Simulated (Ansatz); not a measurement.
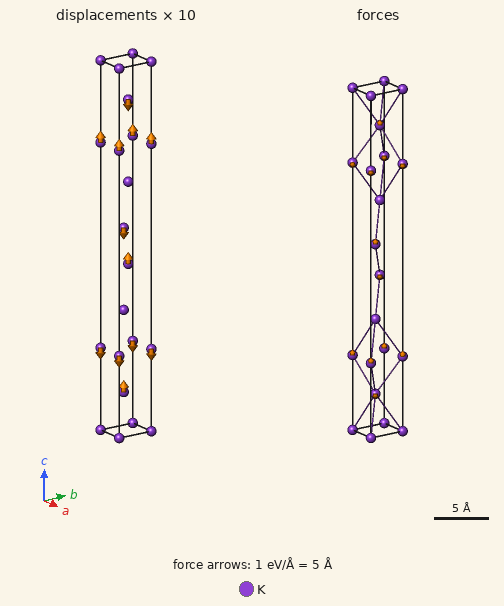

Left: a symmetric starting cell of K, with orange arrows for the displacements applied to it (without the part that the change of the cell carries along). Right: the displaced structure with the computed forces. Besides, the cell is strained by −7.4 % along c and −1.4 % across it (volume −10.1 %). A ball-and-stick model of the conventional cell (3 times the calculation's cell), seen slightly off an axis. Lengths and directions refer to the drawn axes.

The calculation used DFT PBE, scalar-relativistic, plane waves, PAW (Ansatz 0.2.0). Settings: plane-wave cutoff 420 eV; k-point mesh 12 × 12 × 12; occupations gaussian; smearing width 0.1 eV; no spin polarisation.

Question: Where do the forces point?

Answer: Atoms are displaced by 0.11 Å relative to the cell. No relaxation follows. The starting cell wasn't computed here and needn't be at equilibrium, so pressure and forces aren't due to the change alone. Among the bonded contacts that change: K–K 4.763 → 4.330 to 4.597 Å. The space group stays R-3m (No. 166). The pressure is 0.3 GPa (not all of it need come from the change, since the unchanged cell can be under pressure at this level too). The principal stresses (compression positive) are 0.5 GPa along c and 0.2 GPa across it. The largest forces, 0.11 eV/Å, act on 2 K atoms of the calculation's cell. The forces point straight back along the displacements (cosine −1.00).
